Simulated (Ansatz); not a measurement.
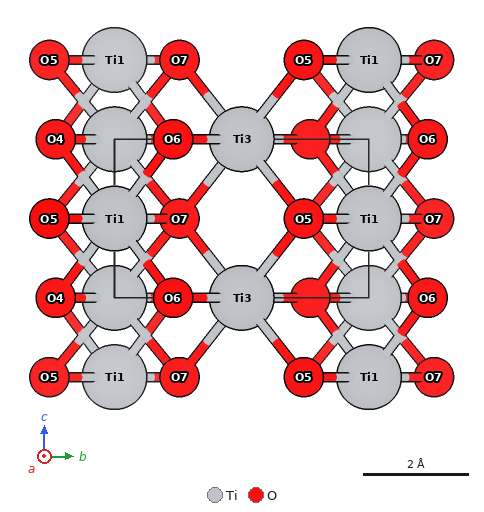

Starting structure of a crystal of Ti$_{3}$O$_{4}$ (set up in Cmmm). Style: ball-and-stick. Shown: the cell of the calculation, along the a axis.

Case: volume × 1.10, shape and atoms relaxed.

Computed with Ansatz 0.2.0, DFT PBEsol, scalar-relativistic, plane waves, PAW.

Input
```yaml
crystal:
  lattice:
    - [3.0273762394, -4.1533039961, 0.0]
    - [3.0273762394, 4.1533039961, 0.0]
    - [0.0, 0.0, 3.0493203411]
  atoms:
    - { symbol: Ti, position: [0.0, 0.0, 0.5] }
    - { symbol: Ti, position: [0.5, 0.0, 0.0] }
    - { symbol: Ti, position: [0.0, 0.5, 0.0] }
    - { symbol: O, position: [0.7694242682, 0.7694242682, 0.0] }
    - { symbol: O, position: [0.2556670897, 0.7443329103, 0.5] }
    - { symbol: O, position: [0.2305757318, 0.2305757318, 0.0] }
    - { symbol: O, position: [0.7443329103, 0.2556670897, 0.5] }
basis:
  ecutwfc: 420
kpoints:
  mp_grid: { grid: [8, 8, 12] }
hamiltonian:
  xc: pbesol
scf:
  occupations: { method: gaussian, width: 0.1 }
output:
  forces: true
  stress: true
  eigenvalues: true
relax:
  adjacent_minimum: "off"
  f_tol: 0.01
  max_steps: 30
  cell: { stress_tol: 0.1, fix: [volume] }
```

Run as
```bash
ansatz run input.yaml --threads 2 --pin off --max-ram 5120MiB --backend cpu --events-out ev --progress --plain --runs-dir out
```

Predict the outcome.

The largest moves relative to the cell, 0.026 Å, are those of O4 and O6. O4 goes along [1 1 0]. Ti stays in place. The drawn cell changes at constant volume: a = b 5.140 → 5.145 Å (+0.1 %), c 3.049 → 3.038 Å (−0.4 %), γ 107.8° → 107.5°. Some distances before and after: Ti1–O5 2.124 → 2.103 Å, Ti1–O4 2.067 → 2.050 Å, Ti2–Ti3 3.027 → 3.042 Å, Ti1–Ti1 3.049 → 3.038 Å. The space group stays Cmmm (No. 65). After 2 accepted moves (3 points after the start) the energy has fallen by 2.0 meV per atom. Largest force component: 0.34 eV/Å at the start, 0.0013 eV/Å at the end. The pressure goes from −16.56 to −14.98 GPa. The SCF was repeated once at an unchanged geometry on a basis and grid sized afresh for the cell, which shifted the energy by less than 0.05 meV per atom at most. The run took 23 s on 2 threads of Intel(R) Xeon(R) 6975P-C (Granite Rapids), on a shared host, peak memory 0.65 GiB.
